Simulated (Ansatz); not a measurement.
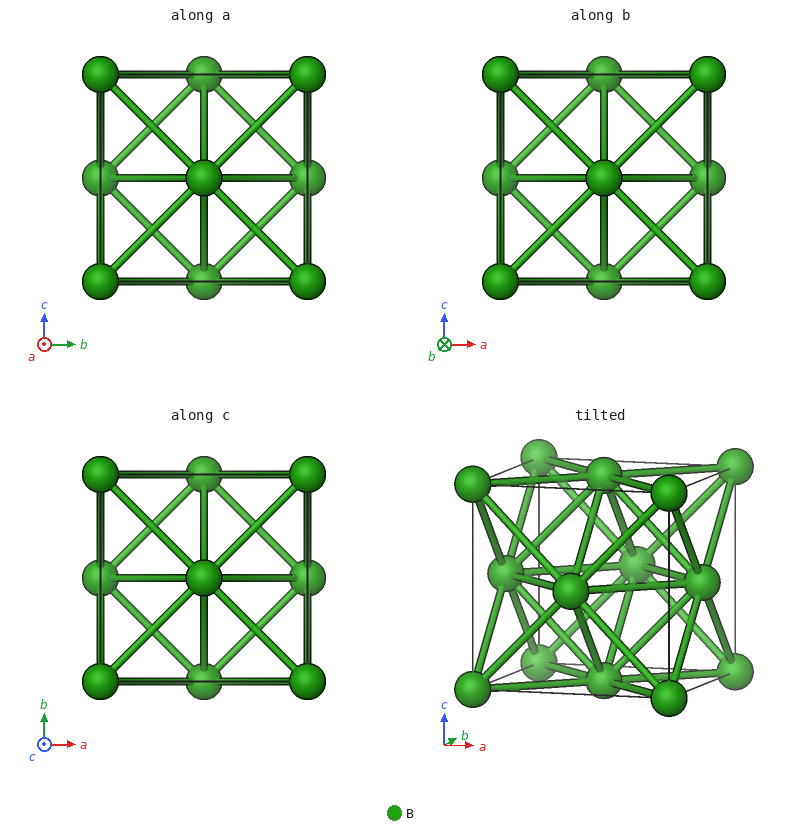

The image is a ball-and-stick drawing of a crystal, viewed along the a axis, along the b axis, along the c axis and slightly off an axis. One conventional unit cell is outlined, and atoms on its boundary appear in each equivalent place.

Lattice parameters: a = 2.7771 Å, b = 2.7771 Å, c = 2.7771 Å, α = 90.000°, β = 90.000°, γ = 90.000°.

Question: Write down what is shown as a CIF with its space group and independent sites.

Answer:
```cif
data_structure
_symmetry_space_group_name_H-M 'F m -3 m'
_symmetry_Int_Tables_number 225
_cell_length_a 2.7771
_cell_length_b 2.7771
_cell_length_c 2.7771
_cell_angle_alpha 90.000
_cell_angle_beta 90.000
_cell_angle_gamma 90.000
_cell_volume 21.42
loop_
_atom_site_label
_atom_site_type_symbol
_atom_site_symmetry_multiplicity
_atom_site_Wyckoff_symbol
_atom_site_fract_x
_atom_site_fract_y
_atom_site_fract_z
_atom_site_occupancy
B1 B 4 a 0.0000 0.0000 0.0000 1
```

It goes back to a structure type filled with this element by a generator (whether the element takes this form wasn't checked). Earlier steps of the study may have refined or changed the cell and positions. A calculation with Ansatz used it as input.

At this level of theory the cell isn't at rest (compressed, at 27 GPa), so its distances can differ from those at equilibrium, the more so the softer the solid.
